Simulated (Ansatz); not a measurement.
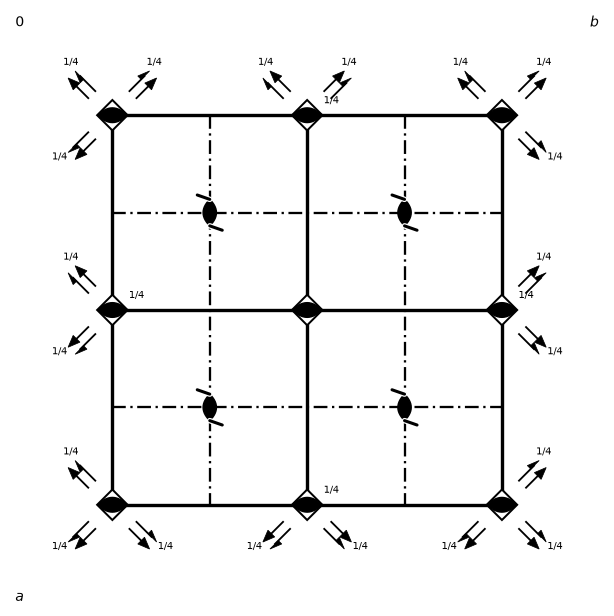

Symmetry elements of a space group, projected down c, computed from the operations of a computed or model structure of composition GaSb.

Symbols follow the International Tables: origin at the upper left, the third axis towards the viewer; heavy, dashed, dotted, dash-dotted and dash-dot-dot lines are mirror, in-plane glide, out-of-plane glide, diagonal (n; with arrows d) and double (e) glide planes seen edge on; arrows at the rim are 2 (full head) and 2₁ (half head) axes in the plane; the corner sign is a plane parallel to the page; fractions are heights. Handed screw axes carry their printed symbol instead of tails.

Question: Identify the space group.

Answer: No. 119, I-4m2; body-centred tetragonal, point group -42m, 16 general positions a cell.

Question: List the elements shown.

Answer: −4 axes along c at (0, 0; inversion point at height 0), (0, 1/2; inversion point at height 1/4), (1/2, 0; inversion point at height 1/4), (1/2, 1/2; inversion point at height 0); 2₁ axes along c at (1/4, 1/4), (1/4, 3/4), (3/4, 1/4), (3/4, 3/4); mirror planes normal to a, at x = 0, 1/2; n glide planes normal to a, at x = 1/4, 3/4; mirror planes normal to b, at y = 0, 1/2; n glide planes normal to b, at y = 1/4, 3/4; 2 axes along [1 1 0] at heights 0, 1/4; 2 axes along [−1 1 0] at heights 0, 1/4; 2₁ axes along [1 1 0] at heights 0, 1/4; 2₁ axes along [−1 1 0] at heights 0, 1/4. Heights repeat every half period; positions are (a, b) fractions, modulo 1.

Question: Write the general positions (in any order).

Answer: For each centring vector (0, 0, 0), (1/2, 1/2, 1/2):
x, y, z
y, −x, −z
−x, −y, z
−y, x, −z
−x, y, z
−y, −x, −z
x, −y, z
y, x, −z
